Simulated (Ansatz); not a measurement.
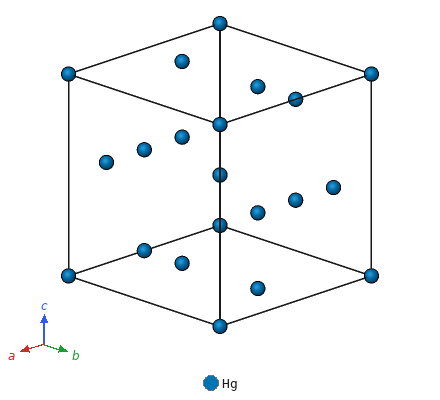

The structure, seen along [221]; the drawing may span several cells.

Structure (in its standard cell), the end point of a relaxation with Ansatz, DFT, BLYP, plane waves (420 eV) with PAW, scalar-relativistic; the starting structure was generated, so it need not be a known form of this composition:

```xyz
8
Lattice="10.4446 0.0000 0.0000 0.0000 10.4446 0.0000 0.0000 0.0000 10.4446" Properties=species:S:1:pos:R:3 pbc="T T T"
Hg    0.0000    0.0000    0.0000
Hg    5.2223    5.2223    5.2223
Hg    2.6111    0.0000    5.2223
Hg    7.8334    0.0000    5.2223
Hg    5.2223    2.6111    0.0000
Hg    5.2223    7.8334    0.0000
Hg    0.0000    5.2223    2.6111
Hg    0.0000    5.2223    7.8334
```

Predict the [221] zone-axis pattern (300 kV, kinematic, B = 0.5 Å²).

Answer. The spots form a centred rectangular net whose two shortest vectors correspond to d = 7.39 Å and 4.67 Å, 71.6° apart. They are 1 -1 0 (itself too weak to see) and 1 0 -2. The pattern has symmetry 2mm. A glide plane extinguishes reflections such as 1 -2 2, 2 -1 -2, 2 -3 2; reflections such as 1 2 -6, 2 1 -6, 5 -6 2 are allowed by the space group but vanish because the atoms sit on special positions; reflections such as 1 -1 0, 2 -2 0, 1 1 -4 are allowed but too weak to see at this display level.

Strongest reflections with d > 1.58 Å, one of each family (|F|² from tabulated Gaussian fits of the electron scattering factors, times a small damping for the curvature of the Ewald sphere):

```csv
hkl,d (Å),I (strongest = 100)
4 -4 0,1.846,100
1 0 -2,4.671,71
2 0 -4,2.335,36
4 -3 -2,1.940,27
4 -2 -4,1.741,22
```

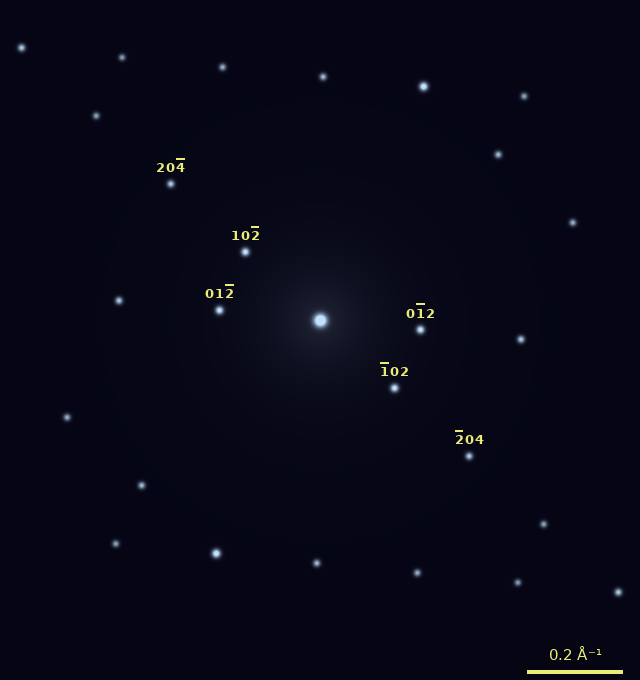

Calculated pattern, seen from the source side with [221] pointing towards the source.
